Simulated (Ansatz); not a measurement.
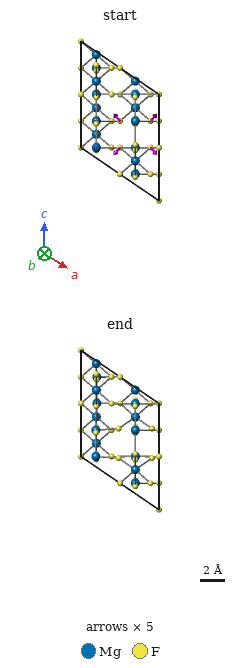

The structure of a defect cell of composition Mg₁₅F₃₂ before (top) and after (bottom) a relaxation, at one scale. The purple arrows give the displacements, 5 times their true length.

A ball-and-stick model of the cell of the calculation (origin shifted), seen along the b axis.

Case: Mg vacancy (site a), charge +0, atoms relaxed at the host's cell.

The calculation used Ansatz, DFT PBE, scalar-relativistic, plane waves, PAW. Set-up: plane-wave cutoff 420 eV; k-point mesh 2 × 2 × 2; occupations gaussian; smearing width 0.01 eV; mesh shifted by (0.5, 0.5, 0.5); collinear spin; atoms relaxed in a fixed cell; force threshold 0.025 eV/Å; at most 45 steps.

> Describe what moved and what it gained.

The energy falls by 0.309 eV per cell of the calculation in 4 geometry steps. The largest force component goes from 0.68 to 0.0066 eV/Å. The largest moves, 0.21 Å, are those of F atoms. By element the largest moves are F 0.21 Å, Mg 0.04 Å. The cell stays as it was. Near-neighbour distances that change, for instance: F–Mg 2.024 → 1.950 Å, F–Mg 2.017 → 1.986 Å, F–Mg 2.024 → 2.046 Å, F–Mg 2.017 → 2.025 Å. Bond angles that change, for instance: F–Mg–F 80.3° → 93.2°, Mg–F–Mg 130.2° → 142.2°, F–Mg–F 180.0° → 172.6°.
